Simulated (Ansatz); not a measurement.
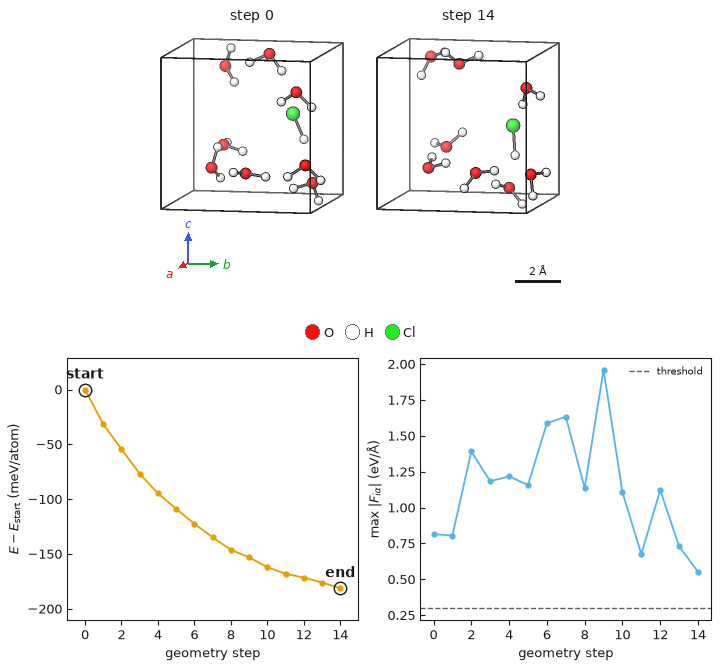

First and last geometry of a relaxation of an amorphous cell of composition H17ClO8, with the history of the run. The picture is a ball-and-stick view of the cell of the calculation, seen slightly off an axis.

The cell holds 8 H2O + 1 HCl. The run prepares the start of a later molecular dynamics calculation, from a guessed geometry.

Level of theory: DFT PBE-D3(BJ), scalar-relativistic, plane waves, PAW (Ansatz). (plane-wave cutoff 420 eV; k-point mesh 1 × 1 × 1; occupations fermi dirac; smearing width 0.02 eV; no spin polarisation; atoms relaxed in a fixed cell; force threshold 0.3 eV/Å; at most 15 steps)

Q: Read the history and describe the run.

A: The relaxation stopped without meeting its thresholds, so the last structure isn't shown to be converged. It used up its limit of 15 steps. After 14 geometry steps the energy has fallen by 181 meV per atom. The largest force component goes from 0.81 to 0.55 eV/Å. The atom that moves furthest is an H atom (1.57 Å along [−1 3 −2]). By element the largest moves are H 1.57 Å, O 1.32 Å, Cl 0.71 Å. The cell stays as it was. Some distances before and after: Cl–H 1.280 → 1.380 Å, H–O 0.969 → 1.006 Å, H–O 0.969 → 0.979 Å. Bond angles that change, for instance: H–O–H 104.0° → 108.3°, H–O–H 104.0° → 101.5°.

Limits of the set-up: the program's low-accuracy preset was used; the periodic images lie only 6.8 Å apart, so the values are limited by the cell's size.
